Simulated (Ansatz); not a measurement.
SiO$_{2}$

```cif
data_structure
_symmetry_space_group_name_H-M 'P 1'
_symmetry_Int_Tables_number 1
_cell_length_a 4.7144
_cell_length_b 9.4336
_cell_length_c 14.7312
_cell_angle_alpha 90.000
_cell_angle_beta 90.000
_cell_angle_gamma 90.000
_cell_volume 655.15
loop_
_atom_site_label
_atom_site_type_symbol
_atom_site_fract_x
_atom_site_fract_y
_atom_site_fract_z
_atom_site_occupancy
Si1 Si 0.75000 0.25000 0.06315 1
Si2 Si 0.25000 0.75000 0.06315 1
Si3 Si 0.25000 0.25000 0.56315 1
Si4 Si 0.75000 0.75000 0.56315 1
Si5 Si 0.00000 0.00000 0.31315 1
Si6 Si 0.50000 0.50000 0.31315 1
Si7 Si 0.50000 0.00000 0.81315 1
Si8 Si 0.00000 0.50000 0.81315 1
Si9 Si 0.50000 0.00000 0.18685 1
Si10 Si 0.00000 0.50000 0.18685 1
Si11 Si 0.00000 0.00000 0.68685 1
Si12 Si 0.50000 0.50000 0.68685 1
Si13 Si 0.75000 0.25000 0.43685 1
Si14 Si 0.25000 0.75000 0.43685 1
Si15 Si 0.25000 0.25000 0.93685 1
Si16 Si 0.75000 0.75000 0.93685 1
O1 O 0.87500 0.12500 0.37500 1
O2 O 0.37500 0.62500 0.37500 1
O3 O 0.37500 0.12500 0.87500 1
O4 O 0.87500 0.62500 0.87500 1
O5 O 0.87500 0.37500 0.12500 1
O6 O 0.37500 0.87500 0.12500 1
O7 O 0.37500 0.37500 0.62500 1
O8 O 0.87500 0.87500 0.62500 1
O9 O 0.62500 0.12500 0.12500 1
O10 O 0.12500 0.62500 0.12500 1
O11 O 0.12500 0.12500 0.62500 1
O12 O 0.62500 0.62500 0.62500 1
O13 O 0.62500 0.37500 0.37500 1
O14 O 0.12500 0.87500 0.37500 1
O15 O 0.12500 0.37500 0.87500 1
O16 O 0.62500 0.87500 0.87500 1
O17 O 0.00000 0.18622 0.00000 1
O18 O 0.50000 0.68622 0.00000 1
O19 O 0.50000 0.18622 0.50000 1
O20 O 0.00000 0.68622 0.50000 1
O21 O 0.50000 0.31378 0.00000 1
O22 O 0.00000 0.81378 0.00000 1
O23 O 0.00000 0.31378 0.50000 1
O24 O 0.50000 0.81378 0.50000 1
O25 O 0.25000 0.43622 0.25000 1
O26 O 0.75000 0.93622 0.25000 1
O27 O 0.75000 0.43622 0.75000 1
O28 O 0.25000 0.93622 0.75000 1
O29 O 0.25000 0.06378 0.25000 1
O30 O 0.75000 0.56378 0.25000 1
O31 O 0.75000 0.06378 0.75000 1
O32 O 0.25000 0.56378 0.75000 1
```

Space group Fddd; a structure from a database of computed crystals, not necessarily the ambient phase.

Theory: DFT r2SCAN, scalar-relativistic, plane waves, PAW (Ansatz 0.2.0).

In a PAW calculation such maps are meaningful between the atoms, not at the nuclei.

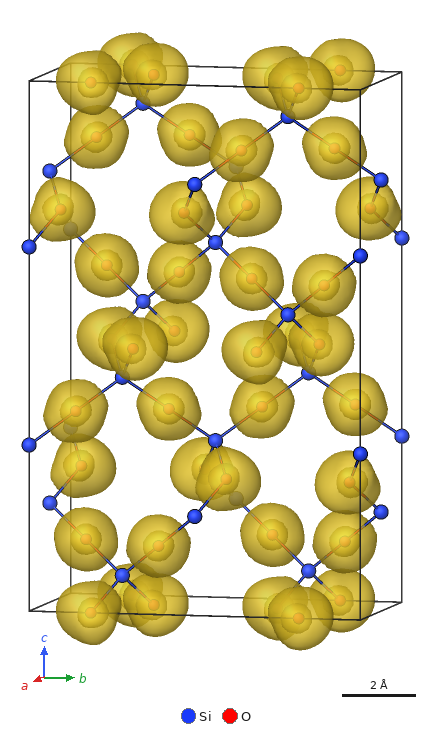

Figure 1. Isosurface of the electron localisation function at 0.75 (yellow), seen slightly off an axis. Only the valence region is drawn (cores and ρ < 0.01 e/Å³ removed). Sticks mark near contacts.

Question: What do the ELF domains correspond to?

Answer: The surface consists of 32 regions on O in which the atom's valence shell and bonds are merged, counted in one cell of 48 atoms. Any copies at cell faces, edges or corners count once. Profiles from the grid: Si–O (1.60 Å): the ELF peaks at about 0.85 between the atoms, as expected for a polar covalent bond.

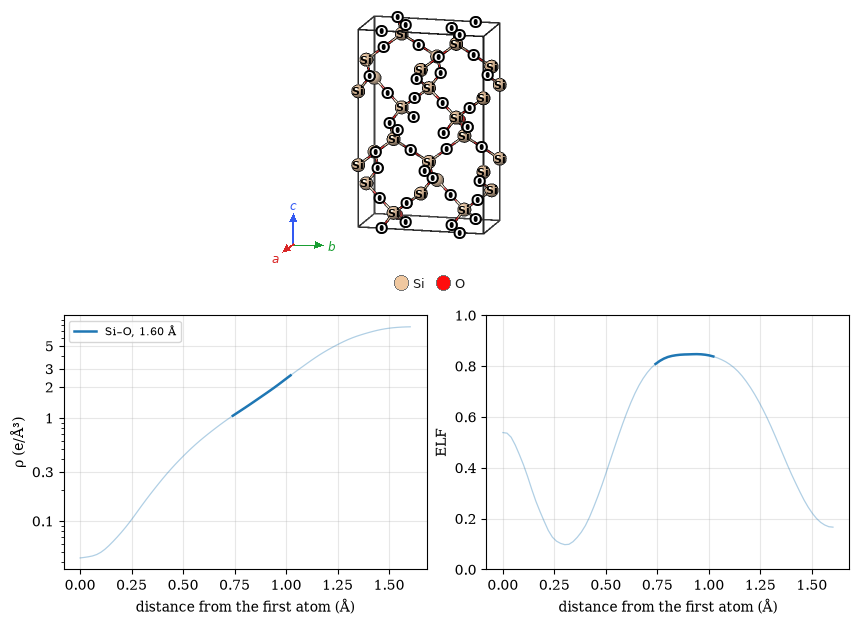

Figure 2. Valence pseudo-density and electron localisation function along straight lines between neighbouring atoms. Thin, pale parts lie inside the atomic spheres. The structure is drawn too.

Question: What kind of bonding do the profiles show?

Answer: Si–O (1.60 Å): ρ is about 1.3 e/Å³ halfway; the ELF peaks at about 0.85 between the atoms, as expected for a short, strongly polar bond.

Question: Does the calculation give a band gap?

Answer: It is gapped, with a Kohn–Sham gap of 6.4 eV on the k-point mesh (the band edges may lie off the mesh, which would make the gap smaller).
